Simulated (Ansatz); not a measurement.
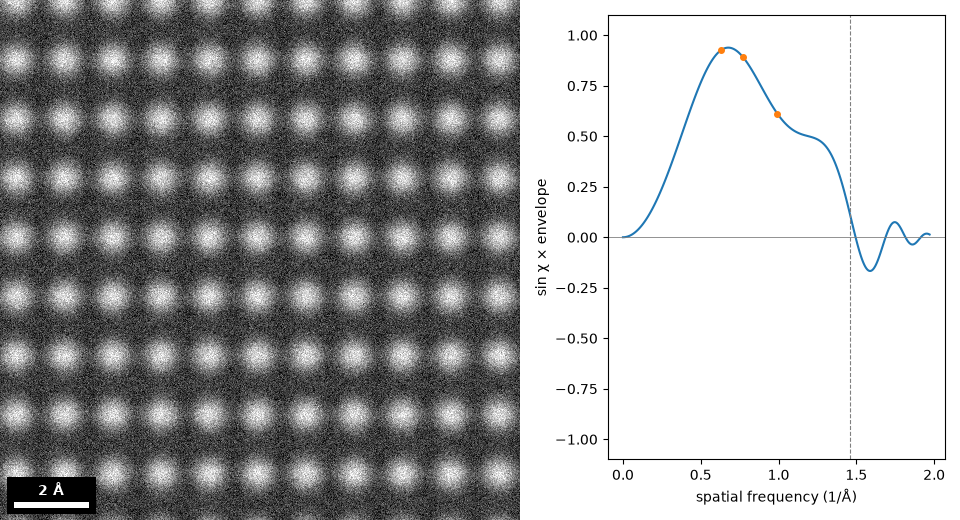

HRTEM-like image of Co (Pm-3m, No. 221) along [211]. Simulated in the weak-phase-object approximation with neutral-atom potentials: 300 kV, Cs = −15 µm, defocus +65 Å (negative is underfocus), defocus spread 12 Å, aperture 1.46 1/Å. Shot noise was added. Atomic positions: the geometry relaxed with DFT, r2SCAN, plane waves (500 eV) with PAW, scalar-relativistic (Ansatz); the starting structure was generated, so it need not be a known form of this composition.

The plot gives the contrast transfer function, the aperture (dashed) and the crystal's spatial frequencies that carry visible contrast (dots).

Do the atom columns appear dark or bright, and why?

Answer. Bright. With negative Cs and overfocus sin χ is positive over the pass band, so the strongest columns (Co) come out brighter than the background.

What point resolution do these settings give, and which lattice spacings pass?

Answer. About 0.7 Å (0.66 |Cs|^(1/4) λ^(3/4) with λ = 0.0197 Å). The spacings that carry visible contrast are {110} at 1.59 Å, {111} at 1.30 Å, {210} at 1.01 Å.
